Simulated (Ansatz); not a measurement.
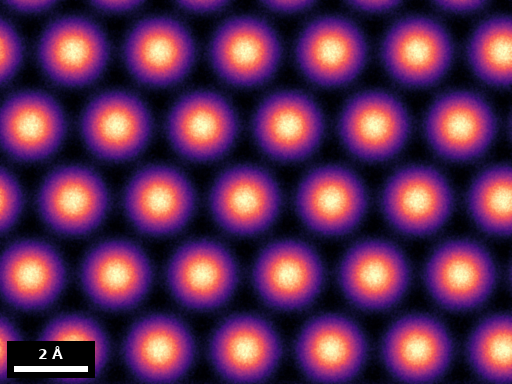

An image along [111] of one of the structures below (computed or model cells, partly hypothetical, each in its standard cell). Simulation: incoherent imaging, intensity Z^1.7 per atom, probe width 1.30 Å, thin sample. Shot noise was added.

A. Co
Space group Fm-3m (No. 225). a = 3.542 Å, b = 3.542 Å, c = 3.542 Å, α = 90.00°, β = 90.00°, γ = 90.00°
```csv
atom,site,symmetry,x,y,z
Co,4a,m-3m,0.0000,0.0000,0.0000
```

B. Ge
Space group Fd-3m:1 (No. 227). a = 5.760 Å, b = 5.760 Å, c = 5.760 Å, α = 90.00°, β = 90.00°, γ = 90.00°
```tsv
atom	site	symmetry	x	y	z
Ge	8a	-43m	0.0000	0.0000	0.0000
```

C. Ta
Space group Fm-3m (No. 225). a = 4.170 Å, b = 4.170 Å, c = 4.170 Å, α = 90.00°, β = 90.00°, γ = 90.00°
```csv
atom,site,symmetry,x,y,z
Ta,4a,m-3m,0.0000,0.0000,0.0000
```

Q: Which structure was imaged?

B, Ge. Along [111] the projected cells are A 1.45 × 1.45 Å, 120°; B 2.35 × 2.35 Å, 120°; C 1.70 × 1.70 Å, 120°. The image repeats as B does.

Structure B: the input geometry of an electronic-structure calculation (not necessarily at equilibrium).
